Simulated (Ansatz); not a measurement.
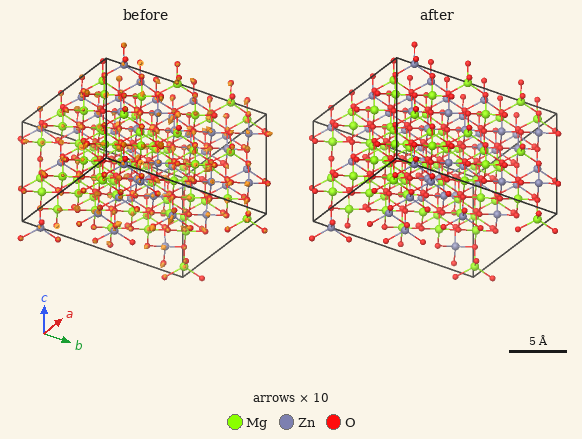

The structure of solid Mg60Zn36O96 (a generated structure, set up in P1) before (left) and after (right) a relaxation, at one scale. The orange arrows give the displacements (the part carried along by the change of the cell is left out), 10 times their true length.

The picture is a ball-and-stick view of the cell of the calculation, seen from a free direction.

The calculation used DFT, PBEsol, PAW, plane waves (Ansatz 0.2.0). Set-up: plane-wave cutoff 420 eV; k-point mesh 1 × 1 × 1; mesh shifted by (0.5, 0.5, 0.5); no spin polarisation; cell relaxed at fixed alpha, beta, gamma; force threshold 0.03 eV/Å; at most 80 steps.

### Describe what moved and what it gained.

The energy falls by 8.8 meV per atom in 6 geometry steps. The largest force component goes from 0.9 to 0.0021 eV/Å. Pressure: 0.29 GPa at the start and −0.01 GPa at the end. The atom that moves furthest relative to the cell is a Zn atom (0.091 Å along [−2 0 −3]). Largest moves by element: Zn 0.091 Å, O 0.085 Å, Mg 0.083 Å. Cell: a 13.098 → 13.045 Å (−0.4 %), b 17.015 → 16.973 Å (−0.2 %), c 10.194 → 10.272 Å (+0.8 %). Volume +0.1 %. Among the contacts that change: Mg–O 2.049 → 1.960 Å, O–Zn 2.054 → 1.966 Å, Mg–O 1.906 → 1.976 Å, O–Zn 1.916 → 1.981 Å. Bond angles that change, for instance: O–Mg–O 115.8° → 110.2°, Mg–O–Mg 103.6° → 109.1°, Zn–O–Zn 114.6° → 109.9°. The space group stays P1 (No. 1). Cost: 19 s on 1 × NVIDIA GB300 Max-Q with 8 threads of Arm Neoverse-V2, peak memory 2.8 GiB.
